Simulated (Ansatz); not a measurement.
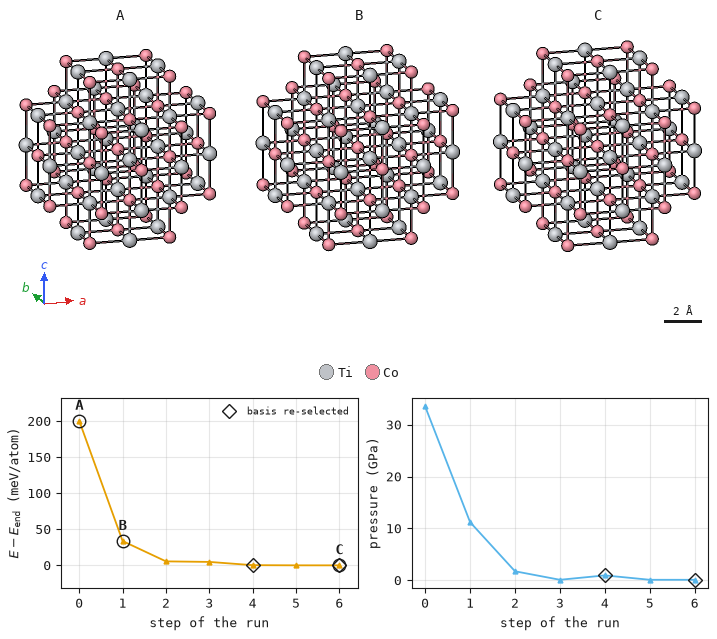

Frames of a relaxation of a crystal of TiCo (a generated structure, set up in Fm-3m) (coarse preliminary run), marked on the history of the run. A ball-and-stick model of the conventional cell (4 times the calculation's cell), seen slightly off an axis. Lengths and directions refer to the drawn axes.

Level of theory: DFT PBE, scalar-relativistic, plane waves, PAW in Ansatz 0.2.0. Set-up: plane-wave cutoff 420 eV; k-point mesh 6 × 6 × 6; occupations gaussian; smearing width 0.1 eV; collinear spin; cell and atoms relaxed; force threshold 0.04 eV/Å; at most 70 steps.

Question: What happens along the run?

Answer: Over 4 accepted moves (6 points after the start) the energy falls by 200 meV per atom. All forces vanish by symmetry, so only the cell relaxes. Pressure: 33.53 GPa at the start and 0.10 GPa at the end. At 2 points the geometry stayed and the basis and grid were re-selected for the new cell (energy shift of 4.5 meV per atom at most each time). No atom moves by more than 0.005 Å relative to the cell. The drawn cell changes as follows: a = b = c 4.590 → 4.852 Å (+5.7 %); the volume changes by +18.1 %. Near-neighbour distances that change, for instance: Co–Ti 2.295 → 2.426 Å. The space group stays Fm-3m (No. 225). The program noted that the starting moments weren't kept. The run took 20 s on 1 thread of Intel(R) Xeon(R) Processor @ 2.70GHz, with other jobs on the host, peak memory 0.34 GiB. From step 0 to 1: volume +10.3 %, energy −167 meV per atom. From step 1 to 6: volume +7.1 %, energy −33.7 meV per atom.
